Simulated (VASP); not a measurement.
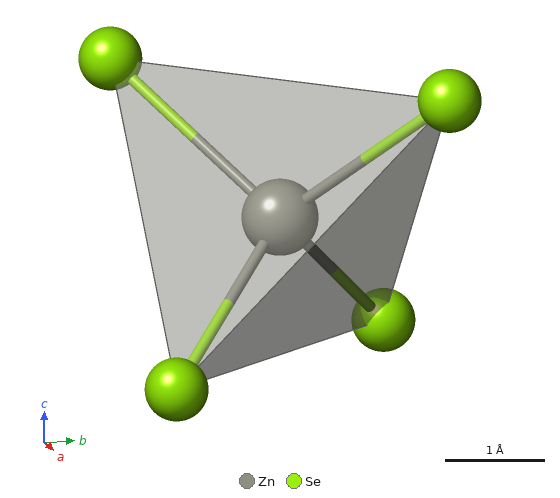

Coordination of Zn in ZnSe (F-43m). The shape measure S (0 to 100) is the computed least-squares distance from an ideal polyhedron; S = 0 means ideal. Source: the geometry relaxed with VASP Kohn-Sham DFT of a periodic cell, PBE0, VASP PAW PBE potentials, recommended in VASP 6.6.1.

**Name the coordination polyhedron and say how regular it is.**

ZnSe4: an essentially ideal tetrahedron (coordination number 4, S = 0.00; next best see-saw, S = 9.8).

**Does the central atom sit at the centroid of its ligands?**

Yes, to within 0.01 Å; the site symmetry is -43m.

**How long are the bonds?**

4 × Zn–Se 2.47 Å. The next neighbour, not counted, lies at 4.03 Å.
